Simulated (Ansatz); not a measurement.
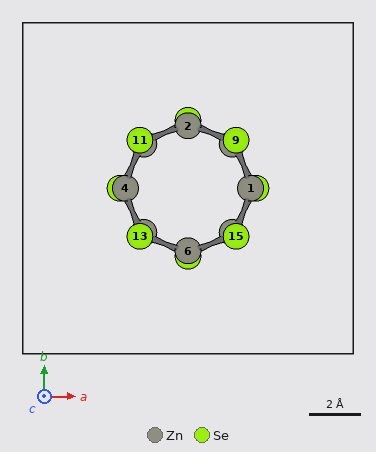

Starting structure of a wire of composition ZnSe. The picture is a ball-and-stick view of the cell of the calculation, with the vacuum cut short, seen along the c axis.

Case: (4,0) tube.

The calculation used DFT PBE, scalar-relativistic, plane waves, PAW (Ansatz).

Input file:
```yaml
crystal:
  lattice:
    - [13.9, 0.0, 0.0]
    - [0.0, 14.2, 0.0]
    - [0.0, 0.0, 7.0826552435]
  atoms:
    - { symbol: Zn, position: [0.6794406371, 0.5, 0.6666666667] }
    - { symbol: Zn, position: [0.5, 0.6756496377, 0.6666666667] }
    - { symbol: Zn, position: [0.6268836913, 0.62420305, 0.1666666667] }
    - { symbol: Zn, position: [0.3205593629, 0.5, 0.6666666667] }
    - { symbol: Zn, position: [0.3731163087, 0.62420305, 0.1666666667] }
    - { symbol: Zn, position: [0.5, 0.3243503623, 0.6666666667] }
    - { symbol: Zn, position: [0.3731163087, 0.37579695, 0.1666666667] }
    - { symbol: Zn, position: [0.6268836913, 0.37579695, 0.1666666667] }
    - { symbol: Se, position: [0.6379759556, 0.6350609706, 0.8333333333] }
    - { symbol: Se, position: [0.6951274676, 0.5, 0.3333333333] }
    - { symbol: Se, position: [0.3620240444, 0.6350609706, 0.8333333333] }
    - { symbol: Se, position: [0.5, 0.6910050564, 0.3333333333] }
    - { symbol: Se, position: [0.3620240444, 0.3649390294, 0.8333333333] }
    - { symbol: Se, position: [0.3048725324, 0.5, 0.3333333333] }
    - { symbol: Se, position: [0.6379759556, 0.3649390294, 0.8333333333] }
    - { symbol: Se, position: [0.5, 0.3089949436, 0.3333333333] }
basis:
  ecutwfc: 420
kpoints:
  mp_grid: { grid: [1, 1, 7] }
hamiltonian:
  xc: pbe
scf:
  occupations: { method: gaussian, width: 0.05 }
output:
  forces: true
  stress: true
  eigenvalues: true
  populations: true
  write_density: true
  write_potential: true
  elf: true
  volumetric_format: npy
relax:
  adjacent_minimum: "off"
  f_tol: 0.02
  max_steps: 45
  cell: { fix: [a, b, alpha, beta, gamma], stress_tol: 0.03 }
```

Launched with:
```bash
ansatz run input.yaml --threads 4 --pin off --max-ram 11264MiB --backend cpu --events-out ev --progress --plain --runs-dir out
```

Q: Where does the relaxation end?

A: The largest moves relative to the centre of the atoms, 0.37 Å, are those of 8 atoms (Se9, Se10, Se11, Se12 and others). Largest moves by element: Se 0.37 Å, Zn 0.09 Å. Along the periodic axis the drawn cell goes c 7.083 → 6.637 Å (−6.3 %). Among the contacts that change: Zn1–Se15 2.325 → 2.404 Å, Zn1–Se10 2.371 → 2.416 Å. Bond angles that change, for instance: Se10–Zn8–Se16 111.2° → 129.7°, Zn1–Se10–Zn3 117.9° → 104.1°, Zn3–Se10–Zn8 98.7° → 91.0°. Over 5 accepted moves (6 points after the start) the energy falls by 2.420 eV per cell of the calculation. Largest force component: 1.5 eV/Å at the start, 0.0086 eV/Å at the end. The SCF was repeated once at an unchanged geometry on a basis and grid sized afresh for the cell, which shifted the energy by 6.8 meV per cell of the calculation at most. The run took 9.2 min on 4 threads of AMD EPYC (Zen 3) (shared host), peak memory 3.3 GiB.

Step by step:

```tsv
step	E − E(0), meV/atom	largest force component, eV/Å	note
0	0.00	1.5014	
1	-112.04	0.6671	
2	-136.33	0.4821	
3	-151.24	0.0486	
4	-151.65	0.0229	
5	-151.70	0.0087	
6	-151.28	0.0086	same geometry, new basis
```

Final geometry:

```
CELL_PARAMETERS angstrom
13.90000 0.00000 0.00000
0.00000 14.20000 0.00000
0.00000 0.00000 6.63680
ATOMIC_POSITIONS crystal
Zn 0.67450 0.50000 0.67529
Zn 0.50000 0.67080 0.67530
Zn 0.62340 0.62078 0.17530
Zn 0.32550 0.50000 0.67529
Zn 0.37660 0.62078 0.17530
Zn 0.50000 0.32920 0.67530
Zn 0.37660 0.37922 0.17530
Zn 0.62340 0.37922 0.17530
Se 0.65655 0.65324 0.82470
Se 0.72141 0.50000 0.32470
Se 0.34345 0.65324 0.82470
Se 0.50000 0.71670 0.32470
Se 0.34345 0.34676 0.82470
Se 0.27859 0.50000 0.32470
Se 0.65655 0.34676 0.82470
Se 0.50000 0.28330 0.32470
```

The end point in the same view:

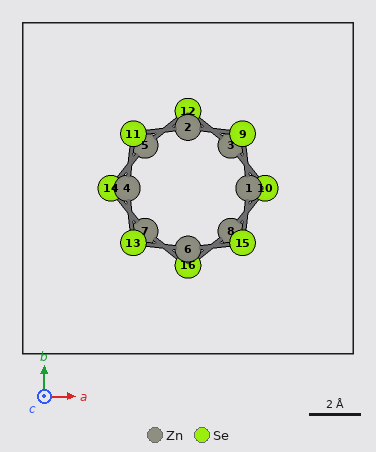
